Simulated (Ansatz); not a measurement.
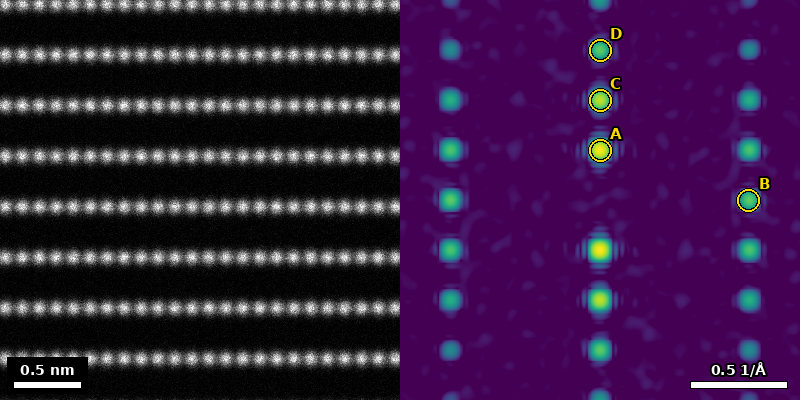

Z-contrast image of a crystal. Simulation: incoherent imaging, intensity Z^1.6 per atom, probe width 0.83 Å, thin sample. Shot noise was added.

The right panel is the modulus of the image's Fourier transform on a logarithmic scale.

Which lattice spacings do the marked spots stand for, and what angle do A and B enclose?

Answer. A: 3.8 Å, B: 1.3 Å, C: 1.9 Å, D: 1.3 Å; A and B enclose about 90°.

The crystal is C (C2/m, No. 12) along [100]; the spots are (020), (0 0 -1), (040) and (060). Structure used: the end point of a relaxation with DFT PBE, scalar-relativistic, plane waves, PAW in Ansatz; the starting structure was generated, so it need not be a known form of this composition.
